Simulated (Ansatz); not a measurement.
# A defect in a wire: Mo wire along [100], 4 atoms a period, Fe placed on top of one Mo, part 2 of 4

Wanted: the relaxed defect and the transmission past it, beside the channels of the perfect wire.

Ansatz 0.2.0; DFT PBE, plane waves, PAW; relaxation of a wire's period (the session's first sound run).

So far. Step 2 (The relaxed wire): The cell's length comes to 3.059 Å with spin left out.

## (3) The perfect wire

This step: DFT PBE, plane waves, PAW; channels and complex bands of a perfect wire (Ansatz 0.2.0).

At the relaxed period the Bloch states of the perfect wire are found at each energy: those that move forward count the open channels, and those that decay describe how a disturbance dies away inside the wire itself. An energy step of 0.035 eV is under the 0.039 eV that the program asks for its thermal average at 300 K.

input.yaml

```yaml
crystal:
  lattice:
    - [9.96, 0.0, 0.0]
    - [0.0, 9.96, 0.0]
    - [0.0, 0.0, 3.0593237114]
  atoms:
    - { symbol: Mo, position: [0.358203969, 0.5, 0.0] }
    - { symbol: Mo, position: [0.641796031, 0.5, 0.0] }
    - { symbol: Mo, position: [0.5, 0.358203969, 0.5] }
    - { symbol: Mo, position: [0.5, 0.641796031, 0.5] }
kpoints:
  mp_grid: { grid: [1, 1, 27] }
scf:
  occupations: { method: fermi_dirac, width: 0.05 }
hamiltonian:
  xc: pbe
output:
  transmission:
    e_range: [-1.26, 1.26]
    de: 0.035
    kmesh: [1, 1]
    reduced_basis: true
    leads: [[0, 0]]
basis:
  ecutwfc: "350 eV"
```

Command:

```
> ansatz run input.yaml --threads 4 --pin off --max-ram 16384MiB --backend cpu --events-out ev --progress --plain --runs-dir out
```

Numbers of over 12 decimals in the logs are rounded to 6 here.

The log of the run:

```text
Warning: basis.ecutwfc = 350 eV is below the records' recommended 420 eV, and the density's cutoff is lower with it unless basis.ecutrho_ratio is high enough to keep the records' density cutoff: compare with a run at a higher cutoff
[...]
Crystal: 4 atoms, lattice volume = 303.490 Å³
Basis set: ecut = 350 eV, 4501 PW (Γ)
Bands: 34, of which v1, the nominal top of the filled ones, is band 28 counted from 1 (27 counted from 0)
Symmetry: 16 space group operations
[...]
k-points: 14 of 27
[...]
SCF iter   1: F=—  HF=-19815.403759 eV  |F-HF|=—  |Δ(HF+E_count)|=         —  Δρ=6.60e-3  dr2=7.62e-2  ethr=1.77e-3  ⟨swp⟩=8.6  Hψ=2275  notcnv=0
[...]
SCF iter   8: F=-19815.405648 eV  HF=-19815.405648 eV  |F-HF|=1.24e-8  |Δ(HF+E_count)|=   2.73e-7  Δρ=2.06e-6  dr2=1.76e-8  ethr=1.79e-10  ⟨swp⟩=4.9  Hψ=1457  notcnv=0
SCF 1 converged in 8 iterations: F = -19815.405648 eV  dr2 = 1.76e-8
[...]
transmission: 4 of 24 steps passed
transmission: 8 of 24 steps passed
[...]
transmission: 24 of 24 steps passed
SCF converged after 8 iterations
Free energy (F): -19815.405648 eV
[...]
Internal energy: -19815.379168 eV  (E = F + TS)
E sigma→0 (E₀):  -19815.392408 eV
Entropy (-TS):   -0.026481 eV (-6.620 meV/atom)
Fermi energy:    1.860546 eV
[...]
--- Band table (eV; the first three rows and the last of 14) ---
  k-point 0: bands = [... 24 lower, 0.5337, 0.5337, 0.9573, 0.9573, 1.4288, 2.0304, 2.0304, 2.0829, ... 2 higher]
  k-point 1: bands = [... 24 lower, 0.3860, 0.5162, 1.1120, 1.1120, 1.4744, 2.0279, 2.0279, 2.1046, ... 2 higher]
  k-point 2: bands = [... 24 lower, 0.1400, 0.5365, 1.3696, 1.3696, 1.6020, 2.0229, 2.0229, 2.1692, ... 2 higher]
  k-point 13: bands = [... 24 lower, 0.9480, 0.9579, 2.0745, 2.0745, 2.1039, 2.1642, 3.1179, 3.2027, ... 2 higher]
--- Transmission ---
  basis      : 725 plane waves across, 4 finite elements along
  points     : 1, standing for a mesh of 1 x 1
  filling    : by the input's occupations and mesh, since the crystals that have channels conduct as metals do. If one of these is a semiconductor, that mesh has misplaced its level
  energies   : 73 from -1.260000 to 1.260000 eV about the Fermi level, 0.035000 eV apart; the leads are filled to 0.000000 eV, and channels, transmission and decay are at 0.000000 eV
  crystal 0  : Mo4, at the sites [0, 0], period 3.0593 Å: whole cells are its period
    offset         : up to 0.0000 Å between an atom of the period and one for which it stands
    filled         : 17.6 meV under the level at which it is neutral
    channels       : 3.000000e0 a spin
    conductance    : 2.3473e14 S/m² at 300 K; may be off by some 0.0 % by where its bands' edges are placed, 0.2 % from the distance to neutral
```

Run time: 70 s. Hardware: 4 threads of Arm Neoverse V1, shared host; peak memory 1.1 GiB; 4.1 min of CPU time.

Numbers from this step:

```
energy at zero smearing                                  : -19815.3924 eV
channels at the energy nearest the Fermi level, one spin : 3
conductance of the lead as this run defines it           : 3.005 G₀
band gap                                                 : 0 eV
```

The open channels of the lead, one spin by energy, zero at the Fermi level:

```tsv
energy (eV)	open channels of the lead, one spin
-1.2600	4
-1.0150	2
-0.7350	6
-0.4900	6
-0.2450	3
0.0000	3
0.2450	6
0.4900	8
0.7350	6
1.0150	7
1.2600	9
```

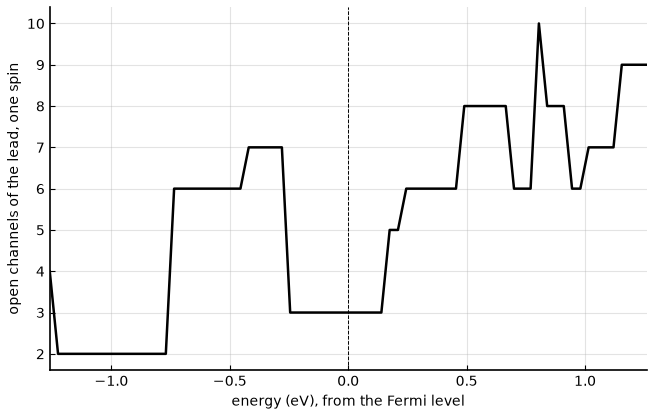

Open channels of the lead, one spin against energy.

The slowest values at each energy, most degenerate partners merged, listed up to 1.5 1/Å. Im kz of the slowest decaying states against energy, zero at the Fermi level:

```tsv
energy (eV)	decay 1 (Å⁻¹)	decay 2 (Å⁻¹)	decay 3 (Å⁻¹)	decay 4 (Å⁻¹)
-1.015	0.0475	0.134	0.215	0.236
-0.490	0.0839	0.145	0.259	0.348
0.000	0.0896	0.167	0.215	0.241
0.490	0.130	0.216	0.259	0.261
1.015	0.0590	0.141	0.144	0.202
```

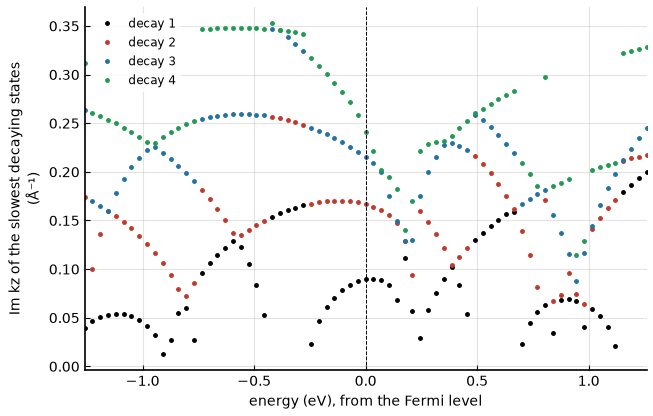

Im kz of the slowest decaying states against energy.

By hand: the program gives 2.3473 × 10^14 S/m² over the cell's cross-section of 99.20 Å² = 9.920 × 10^-19 m², so one cell conducts 2.329 × 10^-4 S. Divided by G0 = 2e²/h = 7.748 × 10^-5 S this is 3.01 G0, a resistance of 4.29 kΩ.

At the computed energy nearest the Fermi level there are 3 channels a spin, and the thermal average gives 3.01 G₀.

## (4) Relaxation of the scattering region

This step: DFT PBE, plane waves, PAW; relaxation of a junction in a wire, ends held (Ansatz 0.2.0).

System of this step: Mo wire along [100], 4 atoms a period, Fe placed on top of one Mo. The cell holds 37 atoms: 36 Mo and 1 Fe. Cell: a = 9.960 Å, b = 9.960 Å, c = 27.534 Å, α = 90.0°, β = 90.0°, γ = 90.0°. Regions: held atoms, 24 atoms (24 Mo); free atoms, 13 atoms (12 Mo and 1 Fe). Vacuum lies along a and b. The structure's axis is c.

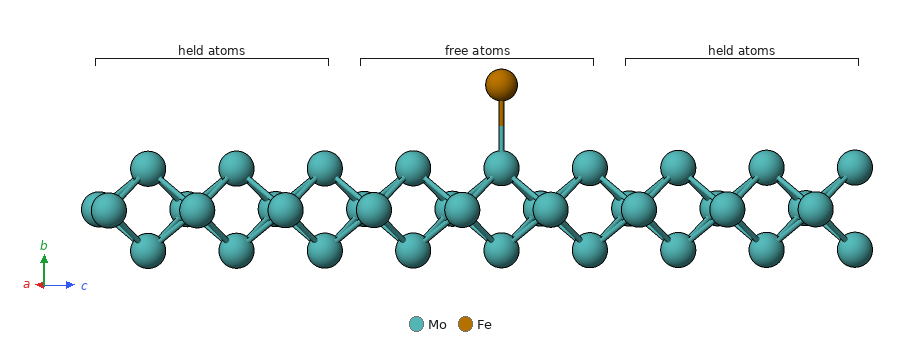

The cell of this step (molybdenum teal, iron orange).

13 atoms at the defect are free to relax, while 24 stay where the perfect wire has them, so that the ends still repeat as a lead. The cutoff is set under the files' recommended one to save time.

input.yaml

```yaml
crystal:
  lattice:
    - [9.96, 0.0, 0.0]
    - [0.0, 9.96, 0.0]
    - [0.0, 0.0, 27.5339134027]
  atoms:
    - { symbol: Mo, position: [0.358203969, 0.5, 0.0] }
    - { symbol: Mo, position: [0.641796031, 0.5, 0.0] }
    - { symbol: Mo, position: [0.5, 0.358203969, 0.055555556] }
    - { symbol: Mo, position: [0.5, 0.641796031, 0.055555556] }
    - { symbol: Mo, position: [0.358203969, 0.5, 0.111111111] }
    - { symbol: Mo, position: [0.641796031, 0.5, 0.111111111] }
    - { symbol: Mo, position: [0.5, 0.358203969, 0.166666667] }
    - { symbol: Mo, position: [0.5, 0.641796031, 0.166666667] }
    - { symbol: Mo, position: [0.358203969, 0.5, 0.222222222] }
    - { symbol: Mo, position: [0.641796031, 0.5, 0.222222222] }
    - { symbol: Mo, position: [0.5, 0.358203969, 0.277777778] }
    - { symbol: Mo, position: [0.5, 0.641796031, 0.277777778] }
    - { symbol: Mo, position: [0.358203969, 0.5, 0.333333333] }
    - { symbol: Mo, position: [0.641796031, 0.5, 0.333333333] }
    - { symbol: Mo, position: [0.5, 0.358203969, 0.388888889] }
    - { symbol: Mo, position: [0.5, 0.641796031, 0.388888889] }
    - { symbol: Mo, position: [0.358203969, 0.5, 0.444444444] }
    - { symbol: Mo, position: [0.641796031, 0.5, 0.444444444] }
    - { symbol: Mo, position: [0.5, 0.358203969, 0.5] }
    - { symbol: Mo, position: [0.5, 0.641796031, 0.5] }
    - { symbol: Mo, position: [0.358203969, 0.5, 0.555555556] }
    - { symbol: Mo, position: [0.641796031, 0.5, 0.555555556] }
    - { symbol: Mo, position: [0.5, 0.358203969, 0.611111111] }
    - { symbol: Mo, position: [0.5, 0.641796031, 0.611111111] }
    - { symbol: Mo, position: [0.358203969, 0.5, 0.666666667] }
    - { symbol: Mo, position: [0.641796031, 0.5, 0.666666667] }
    - { symbol: Mo, position: [0.5, 0.358203969, 0.722222222] }
    - { symbol: Mo, position: [0.5, 0.641796031, 0.722222222] }
    - { symbol: Mo, position: [0.358203969, 0.5, 0.777777778] }
    - { symbol: Mo, position: [0.641796031, 0.5, 0.777777778] }
    - { symbol: Mo, position: [0.5, 0.358203969, 0.833333333] }
    - { symbol: Mo, position: [0.5, 0.641796031, 0.833333333] }
    - { symbol: Mo, position: [0.358203969, 0.5, 0.888888889] }
    - { symbol: Mo, position: [0.641796031, 0.5, 0.888888889] }
    - { symbol: Mo, position: [0.5, 0.358203969, 0.944444444] }
    - { symbol: Mo, position: [0.5, 0.641796031, 0.944444444] }
    - { symbol: Fe, position: [0.5, 0.928944625, 0.5], spin: 3.0 }
magnetization:
  spin_polarized: true
kpoints:
  mp_grid: { grid: [1, 1, 1] }
scf:
  occupations: { method: fermi_dirac, width: 0.1 }
hamiltonian:
  xc: pbe
relax:
  constraints:
    - { sites: [0, 1, 2, 3, 4, 5, 6, 7, 8, 9, 10, 11, 24, 25, 26, 27, 28, 29, 30, 31, 32, 33, 34, 35] }
  f_tol: 0.06
  max_steps: 35
basis:
  ecutwfc: "350 eV"
```

The log of the run:

```text
[...]
Warning: crystal.symmetry: narrowed to the stabiliser of the relax constraints — unitary ops 4 → 2; lowered at sites 12, 13, 24, 25 (the operations that carried what is held of a site onto what its image site leaves free; the constrained walk keeps no symmetry that its constraints do not admit)
[...]
Crystal: 37 atoms, lattice volume = 2731.408 Å³
Basis set: ecut = 350 eV, 40561 PW (Γ), exchange–correlation on 128×128×360 points (8 copies of the dense FFT grid, shifted against one another)
Bands: 314, of which v1, the nominal top of the filled ones, is band 260 counted from 1 (259 counted from 0)
Symmetry: 2 space group operations
k-points: 1
[...]
Starting moments: Σ|m| = 3 μB on 1 of 37 sites
[...]
SCF iter   1: F=—  HF=-182862.732067 eV  |F-HF|=—  |Δ(HF+E_count)|=         —  Δρ=2.48e-2 (↑2.48e-2 ↓2.38e-2)  dr2=1.89e2  dr2_m=5.04e-1  M=3.300 μB ∫|m|=3.861 μB  β_m=0.30  ethr=3.10e-3  ⟨swp⟩=8.0  Hψ=2592  notcnv=0
[...]
spin=Collinear: LDOS preconditioning applied to the charge; magnetization (m = ρ↑ − ρ↓) channel mixes plain (no charge-response kernel on spin).
SCF iter   2: F=—  HF=-182824.395825 eV  |F-HF|=—  |Δ(HF+E_count)|=    3.83e1  Δρ=1.35e-2 (↑1.35e-2 ↓1.33e-2)  dr2=3.88e1  dr2_m=2.78e-1  M=3.255 μB ∫|m|=4.063 μB  β_m=0.41  ethr=3.10e-3  ⟨swp⟩=3.0  Hψ=1520  notcnv=0
[...]
SCF iter  18: F=-182816.539917 eV  HF=-182816.539940 eV  |F-HF|=2.22e-5  |Δ(HF+E_count)|=   3.26e-5  Δρ=1.55e-5 (↑1.42e-5 ↓1.55e-5)  dr2=3.24e-5  dr2_m=1.87e-6  M=2.041 μB ∫|m|=5.210 μB  ethr=1.73e-8  ⟨swp⟩=2.0  Hψ=2319  notcnv=0
SCF 1 converged in 18 iterations: F = -182816.539917 eV  dr2 = 3.24e-5
[...]
relax step   1: F+E_penalty+E_count = -182816.53991746 eV  Δ(F+E_penalty+E_count) = +0.000e0 eV  max|allowed force component| = 1.558e0 eV/Å  Δτ_max = 0.0000 Å  (18 SCF iters, dr2 threshold 9.00e-5 eV, accepted)
[...]
Starting moments: Σ|m| = 3 μB on 1 of 37 sites; this step starts from the density that it was given
[...]
SCF iter   8: F=-182816.613061 eV  HF=-182816.613105 eV  |F-HF|=4.45e-5  |Δ(HF+E_count)|=   8.56e-5  Δρ=3.01e-5 (↑2.05e-5 ↓3.01e-5)  dr2=7.26e-5  dr2_m=8.67e-6  M=1.597 μB ∫|m|=5.596 μB  ethr=1.92e-8  ⟨swp⟩=2.5  Hψ=2294  notcnv=0
SCF 2 converged in 8 iterations: F = -182816.613061 eV  dr2 = 7.26e-5
relax step   2: F+E_penalty+E_count = -182816.61306065 eV  Δ(F+E_penalty+E_count) = -7.314e-2 eV  max|allowed force component| = 9.321e-1 eV/Å  Δτ_max = 0.1227 Å  (8 SCF iters, dr2 threshold 1.00e-4 eV, accepted)
SCF iter   1: F=—  HF=-182816.569216 eV  |F-HF|=—  |Δ(HF+E_count)|=         —  Δρ=5.85e-3 (↑2.31e-3 ↓5.85e-3)  dr2=7.73e-1  dr2_m=2.94e-1  M=1.549 μB ∫|m|=5.511 μB  β_m=0.30  ethr=1.06e-3  ⟨swp⟩=3.5  Hψ=1625  notcnv=0
[...]
SCF iter   8: F=-182816.866162 eV  HF=-182816.866166 eV  |F-HF|=3.90e-6  |Δ(HF+E_count)|=   1.75e-6  Δρ=1.38e-5 (↑1.33e-5 ↓1.38e-5)  dr2=9.45e-6  dr2_m=3.48e-6  M=1.514 μB ∫|m|=5.490 μB  ethr=8.52e-9  ⟨swp⟩=3.0  Hψ=2129  notcnv=0
SCF 3 converged in 8 iterations: F = -182816.866162 eV  dr2 = 9.45e-6
relax step   3: F+E_penalty+E_count = -182816.86616185 eV  Δ(F+E_penalty+E_count) = -2.531e-1 eV  max|allowed force component| = 7.994e-1 eV/Å  Δτ_max = 0.1950 Å  (8 SCF iters, dr2 threshold 5.43e-5 eV, accepted)
[... from here on, the SCF cycles and remarks between the steps are left out ...]
relax step   4: F+E_penalty+E_count = -182817.01188889 eV  Δ(F+E_penalty+E_count) = -1.457e-1 eV  max|allowed force component| = 2.814e-1 eV/Å  Δτ_max = 0.1951 Å  (11 SCF iters, dr2 threshold 1.00e-4 eV, accepted)
relax step   5: F+E_penalty+E_count = -182817.04241080 eV  Δ(F+E_penalty+E_count) = -3.052e-2 eV  max|allowed force component| = 2.495e-1 eV/Å  Δτ_max = 0.1052 Å  (11 SCF iters, dr2 threshold 9.81e-6 eV, accepted)
relax step   6: F+E_penalty+E_count = -182817.10257186 eV  Δ(F+E_penalty+E_count) = -6.016e-2 eV  max|allowed force component| = 2.090e-1 eV/Å  Δτ_max = 0.1749 Å  (11 SCF iters, dr2 threshold 7.71e-6 eV, accepted)
relax step   7: F+E_penalty+E_count = -182817.17667767 eV  Δ(F+E_penalty+E_count) = -7.411e-2 eV  max|allowed force component| = 4.004e-1 eV/Å  Δτ_max = 0.1952 Å  (9 SCF iters, dr2 threshold 3.06e-5 eV, accepted)
relax step   8: F+E_penalty+E_count = -182817.27887797 eV  Δ(F+E_penalty+E_count) = -1.022e-1 eV  max|allowed force component| = 5.371e-1 eV/Å  Δτ_max = 0.1962 Å  (8 SCF iters, dr2 threshold 1.00e-4 eV, accepted)
relax step   9: F+E_penalty+E_count = -182817.40168825 eV  Δ(F+E_penalty+E_count) = -1.228e-1 eV  max|allowed force component| = 5.717e-1 eV/Å  Δτ_max = 0.1981 Å  (10 SCF iters, dr2 threshold 1.00e-4 eV, accepted)
relax step  10: F+E_penalty+E_count = -182817.51782890 eV  Δ(F+E_penalty+E_count) = -1.161e-1 eV  max|allowed force component| = 4.784e-1 eV/Å  Δτ_max = 0.1949 Å  (8 SCF iters, dr2 threshold 1.00e-4 eV, accepted)
relax step  11: F+E_penalty+E_count = -182817.61204967 eV  Δ(F+E_penalty+E_count) = -9.422e-2 eV  max|allowed force component| = 2.754e-1 eV/Å  Δτ_max = 0.1950 Å  (8 SCF iters, dr2 threshold 1.00e-4 eV, accepted)
relax step  12: F+E_penalty+E_count = -182817.67158371 eV  Δ(F+E_penalty+E_count) = -5.953e-2 eV  max|allowed force component| = 3.790e-1 eV/Å  Δτ_max = 0.2000 Å  (10 SCF iters, dr2 threshold 2.52e-5 eV, accepted)
relax step  13: F+E_penalty+E_count = -182817.68519073 eV  Δ(F+E_penalty+E_count) = -1.361e-2 eV  max|allowed force component| = 4.701e-1 eV/Å  Δτ_max = 0.1939 Å  (9 SCF iters, dr2 threshold 4.76e-5 eV, accepted)
relax step  14: F+E_penalty+E_count = -182817.69076604 eV  Δ(F+E_penalty+E_count) = -5.575e-3 eV  max|allowed force component| = 3.713e-1 eV/Å  Δτ_max = 0.0344 Å  (6 SCF iters, dr2 threshold 1.00e-4 eV, accepted)
relax step  15: F+E_penalty+E_count = -182817.69928950 eV  Δ(F+E_penalty+E_count) = -8.523e-3 eV  max|allowed force component| = 2.659e-1 eV/Å  Δτ_max = 0.0766 Å  (7 SCF iters, dr2 threshold 8.60e-5 eV, accepted)
relax step  16: F+E_penalty+E_count = -182817.71297261 eV  Δ(F+E_penalty+E_count) = -1.368e-2 eV  max|allowed force component| = 6.841e-2 eV/Å  Δτ_max = 0.0399 Å  (6 SCF iters, dr2 threshold 3.63e-5 eV, accepted)
SCF iter   1: F=—  HF=-182817.734788 eV  |F-HF|=—  |Δ(HF+E_count)|=         —  Δρ=1.21e-3 (↑1.13e-3 ↓1.21e-3)  dr2=4.08e-1  dr2_m=2.37e-3  M=1.586 μB ∫|m|=4.698 μB  β_m=0.30  ethr=3.66e-4  ⟨swp⟩=2.0  Hψ=1072  notcnv=0
[...]
SCF iter  12: F=-182817.716273 eV  HF=-182817.716273 eV  |F-HF|=1.36e-8  |Δ(HF+E_count)|=   7.95e-8  Δρ=8.02e-7 (↑6.72e-7 ↓8.02e-7)  dr2=3.52e-8  dr2_m=1.07e-8  M=1.589 μB ∫|m|=4.720 μB  ethr=1.22e-11  ⟨swp⟩=1.0  Hψ=2224  notcnv=0
SCF 17 converged in 12 iterations: F = -182817.716273 eV  dr2 = 3.52e-8
relax step  17: F+E_penalty+E_count = -182817.71627303 eV  Δ(F+E_penalty+E_count) = -3.300e-3 eV  max|allowed force component| = 5.011e-2 eV/Å  Δτ_max = 0.0453 Å  (12 SCF iters, accepted)
SCF converged after 12 iterations
Magnetization: 1.5893 μB (260.7946 up, 259.2054 down)
Absolute magnetization: 4.7336 μB (∫|ρ↑−ρ↓|, with the PAW one-centre terms)
[...]
Per-site moments (μB) at R_I (Å): [(-0.00332389, 1.037746), (-0.00332389, 1.037746), (0.00382174, 1.037746), (0.001707, 1.037746), (-0.000548905, 1.037746), (-0.000548905, 1.037746), (-0.00202421, 1.037746), (-0.00646324, 1.037746), (0.00164166, 1.037746), (0.00164166, 1.037746), (0.00886628, 1.034679), (-0.012934, 1.031487), (-0.017722, 1.031487), (-0.017722, 1.031487), (0.00503774, 1.026838), (-0.016318, 1.013092), [...]
Free energy (F): -182817.716273 eV
[...]
Internal energy: -182816.007755 eV  (E = F + TS)
E sigma→0 (E₀):  -182816.862014 eV
Entropy (-TS):   -1.708518 eV (-46.176 meV/atom)
Fermi energy:    1.863654 eV
[...]
--- Forces (eV/Å), atoms counted from 1 ---
  atom   1  Mo    -0.09271894    -0.00893692    -0.02088621
  atom   2  Mo     0.09271894    -0.00893692    -0.02088621
  atom   3  Mo     0.00000000    -0.09101885     0.03146149
  atom   4  Mo     0.00000000     0.07218845     0.02985979
  atom   5  Mo    -0.09672621    -0.00491479    -0.04531540
  atom   6  Mo     0.09672621    -0.00491479    -0.04531540
  atom   7  Mo     0.00000000    -0.03740073     0.05695608
  atom   8  Mo     0.00000000     0.08087143     0.07174145
  atom   9  Mo    -0.14545732    -0.03096519    -0.13647304
  atom  10  Mo     0.14545732    -0.03096519    -0.13647304
  atom  11  Mo     0.00000000    -0.01641772     0.20851389
  atom  12  Mo     0.00000000     0.11806159     0.26138555
  atom  13  Mo    -0.00504856    -0.01935512     0.00421765
  atom  14  Mo     0.00504856    -0.01935512     0.00421765
  atom  15  Mo     0.00000000    -0.02310606     0.00725139
  atom  16  Mo     0.00000000    -0.05010584     0.02865513
  atom  17  Mo     0.00256388     0.02627219    -0.01285318
  atom  18  Mo    -0.00256388     0.02627219    -0.01285318
  atom  19  Mo     0.00000000     0.03073380     0.03674909
  atom  20  Mo     0.00000000     0.03126572     0.00804878
  atom  21  Mo     0.01110827    -0.03134628    -0.00295336
  atom  22  Mo    -0.01110827    -0.03134628    -0.00295336
  atom  23  Mo     0.00000000     0.01455568    -0.00837628
  atom  24  Mo     0.00000000     0.01567753    -0.01696372
  atom  25  Mo    -0.22908897    -0.00048285     0.03873528
  atom  26  Mo     0.22908897    -0.00048285     0.03873528
  atom  27  Mo     0.00000000    -0.04902891    -0.09594210
  atom  28  Mo     0.00000000     0.01843886    -0.25863980
  atom  29  Mo    -0.04749018    -0.02820585    -0.01908216
  atom  30  Mo     0.04749018    -0.02820585    -0.01908216
  atom  31  Mo     0.00000000    -0.03895285    -0.01135219
  atom  32  Mo     0.00000000     0.12478087     0.03098356
  atom  33  Mo    -0.10001905    -0.00357458    -0.01101636
  atom  34  Mo     0.10001905    -0.00357458    -0.01101636
  atom  35  Mo     0.00000000    -0.06047490     0.03087170
  atom  36  Mo     0.00000000     0.08325634    -0.00170491
  atom  37  Fe     0.00000000    -0.02056402     0.00170704
  max |Σ_I F_I| component: 2.58e-4 eV/Å
--- Relaxed structure (17 steps of the walk, 17 accepted, 0 SCFs on fresh bases) ---
  F+E_penalty+E_count = -182817.71627303 eV   max|allowed force component| = 5.011e-2 eV/Å
  atoms:
    - { symbol: Mo, position: [0.358203969, 0.500000, 0.0] }
    - { symbol: Mo, position: [0.641796031, 0.500000, 0.0] }
    - { symbol: Mo, position: [0.500000, 0.358203969, 0.055556] }
    - { symbol: Mo, position: [0.500000, 0.641796031, 0.055556] }
    - { symbol: Mo, position: [0.358203969, 0.500000, 0.111111] }
    - { symbol: Mo, position: [0.641796031, 0.500000, 0.111111] }
    - { symbol: Mo, position: [0.500000, 0.358203969, 0.166666667] }
    - { symbol: Mo, position: [0.500000, 0.641796031, 0.166666667] }
    - { symbol: Mo, position: [0.358203969, 0.500000, 0.222222] }
    - { symbol: Mo, position: [0.641796031, 0.500000, 0.222222] }
    - { symbol: Mo, position: [0.500000, 0.358203969, 0.277777778] }
    - { symbol: Mo, position: [0.500000, 0.641796031, 0.277777778] }
    - { symbol: Mo, position: [0.358247, 0.500689, 0.332670] }
    - { symbol: Mo, position: [0.641753, 0.500689, 0.332670] }
    - { symbol: Mo, position: [0.500000, 0.360149, 0.389453] }
    - { symbol: Mo, position: [0.500000, 0.644029, 0.391904] }
    - { symbol: Mo, position: [0.356493, 0.501565, 0.442951] }
    - { symbol: Mo, position: [0.643507, 0.501565, 0.442951] }
    - { symbol: Mo, position: [0.500000, 0.359118, 0.500721] }
    - { symbol: Mo, position: [0.500000, 0.650064, 0.503152] }
    - { symbol: Mo, position: [0.357012, 0.496732, 0.554822] }
    - { symbol: Mo, position: [0.642988, 0.496732, 0.554822] }
    - { symbol: Mo, position: [0.500000, 0.356159, 0.613880] }
    - { symbol: Mo, position: [0.500000, 0.646708, 0.607475] }
    - { symbol: Mo, position: [0.358203969, 0.500000, 0.666667] }
    - { symbol: Mo, position: [0.641796031, 0.500000, 0.666667] }
    - { symbol: Mo, position: [0.500000, 0.358203969, 0.722222] }
    - { symbol: Mo, position: [0.500000, 0.641796031, 0.722222] }
    - { symbol: Mo, position: [0.358203969, 0.500000, 0.777777778] }
    - { symbol: Mo, position: [0.641796031, 0.500000, 0.777777778] }
    - { symbol: Mo, position: [0.500000, 0.358203969, 0.833333333] }
    - { symbol: Mo, position: [0.500000, 0.641796031, 0.833333333] }
    - { symbol: Mo, position: [0.358203969, 0.500000, 0.888888889] }
    - { symbol: Mo, position: [0.641796031, 0.500000, 0.888888889] }
    - { symbol: Mo, position: [0.500000, 0.358203969, 0.944444] }
    - { symbol: Mo, position: [0.500000, 0.641796031, 0.944444] }
    - { symbol: Fe, position: [0.500000, 0.844076, 0.554999] }
```

Run time: 13 min. Hardware: 4 threads; peak memory 3.5 GiB; 50 min of CPU time.

(Part 2 of 4 ends here.)

[Logs are printed without paths, hosts, clocks, repeated set-up lines and the standing remarks that a program may print on its own settings, such as how far it seeks lower states.]

[Hosts, paths, dates, database ids (printed as entryN), source tags and the programs' standing remarks are cut or masked in the printed files.]
